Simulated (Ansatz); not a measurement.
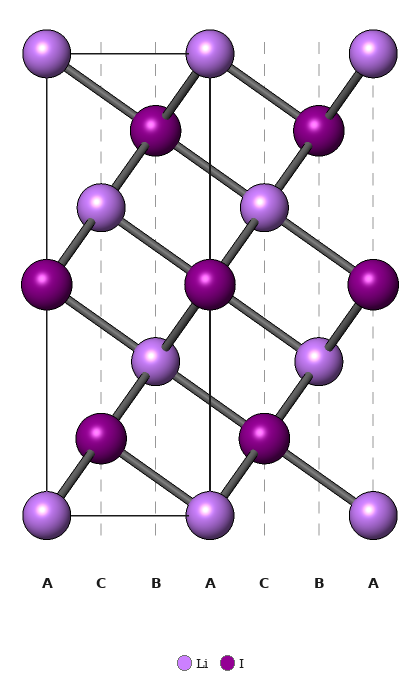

Projection along an edge of the hexagonal mesh, stacking direction [111] upwards. The dashed lines mark the three columns A (0, 0), B (1/3, 2/3) and C (2/3, 1/3). The box is the hexagonal cell of the face-centred cubic lattice. The sequence starts with the first layer at or above the cell's origin.

The compound is LiI, taken as the end point of a relaxation with DFT r2SCAN, scalar-relativistic, plane waves, PAW (Ansatz 0.2.0).

**Read off the stacking sequence over one period.**

Li(A) – I(C) – Li(B) – I(A) – Li(C) – I(B) (six layers in 10.42 Å).

**How are the I layers alone stacked?**

I layers alone: CAB, the cubic close-packed type.

**Which positions between or in the I layers do the other atoms fill?**

Li: three octahedral sites in each hexagonal cell.
